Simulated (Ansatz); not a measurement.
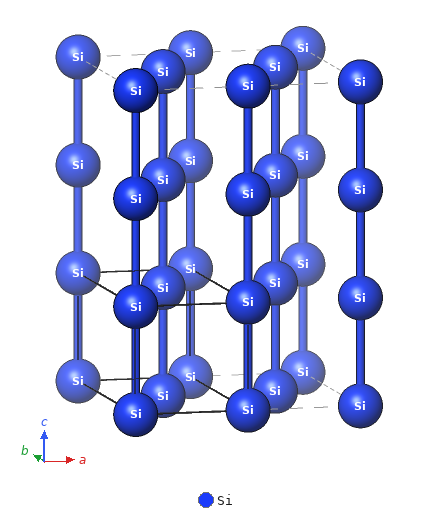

Structure drawing (ball-and-stick), viewed from a general direction. The structure is repeated 2×1×3 times; solid lines mark one conventional unit cell. Cell: a = 2.621 Å, b = 5.220 Å, c = 2.466 Å, α = 90.00°, β = 90.00°, γ = 90.00°.

The element is silicon. Space group Cmmm (No. 65), lattice base-centred orthorhombic. The cell holds two atoms. Within bonding distance, the neighbour counts come to Si 2.

The structure comes from a structure listed in the Materials Project. The cell was then strained or its atoms displaced on purpose. It went into a calculation with Ansatz.

At this level of theory the run's own cell isn't at rest (stretched, at -8 GPa), so its distances can differ from those at equilibrium, the more so the softer the solid.
